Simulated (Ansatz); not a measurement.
Input

```
crystal:
  lattice:
    - [3.71, 0.0, 0.0]
    - [-1.855, 3.212954248, 0.0]
    - [0.0, 0.0, 5.74791]
  atoms:
    - { symbol: As, position: [0.6666666667, 0.3333333333, 0.75] }
    - { symbol: As, position: [0.3333333333, 0.6666666667, 0.25] }
    - { symbol: Mn, position: [0.0, 0.0, 0.5], spin: 4.0 }
    - { symbol: Mn, position: [0.0, 0.0, 0.0], spin: 4.0 }
hamiltonian:
  xc: pbe
  pseudopotentials: { kind: paw }
magnetization:
  spin_polarized: true
kpoints:
  mp_grid: { grid: [7, 7, 4] }
scf:
  occupations: { method: fermi_dirac, width: 0.05 }
output:
  forces: true
  stress: true
  eigenvalues: true
  write_density: true
  write_potential: true
  elf: true
  volumetric_format: npy
```

Launched as:

```sh
ansatz run input.yaml --threads 2 --pin off --max-ram 5632MiB --backend cpu --events-out ev --progress --plain --runs-dir out
```

Below, planes, directions and counts refer to the conventional cell (a = 3.71 Å, b = 3.71 Å, c = 5.75 Å, α = 90.00°, β = 90.00°, γ = 120.00°).

Space group P6₃/mmc; computed pressure about −4 GPa in this cell; spin-polarised.

All numbers below come from Ansatz, Kohn-Sham DFT of a periodic cell, PBE, Ansatz PAW.

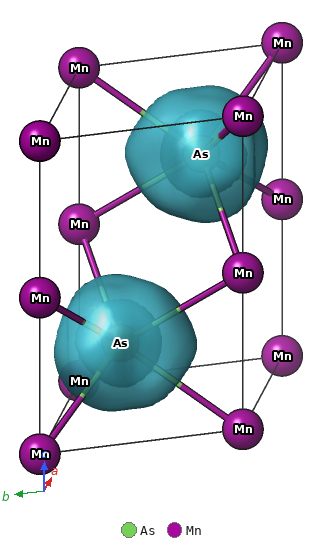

MnAs. Isosurface of the ELF at 0.6 (cyan), seen at an oblique angle. Core shells and regions of very low density are left out. Sticks mark near contacts.

In a PAW calculation such maps are meaningful between the atoms, not at the nuclei.

Where are the electrons localised?

The surface consists of two regions wrapped around As (the valence shell of each), counted in one cell of 4 atoms. Any copies at cell faces, edges or corners count once.

Values along the shortest contacts:
Mn–As (2.58 Å): the ELF is about 0.50 at the midpoint.

Does the calculation give a band gap?

It is metallic or semimetallic at this level of theory: no gap opens.
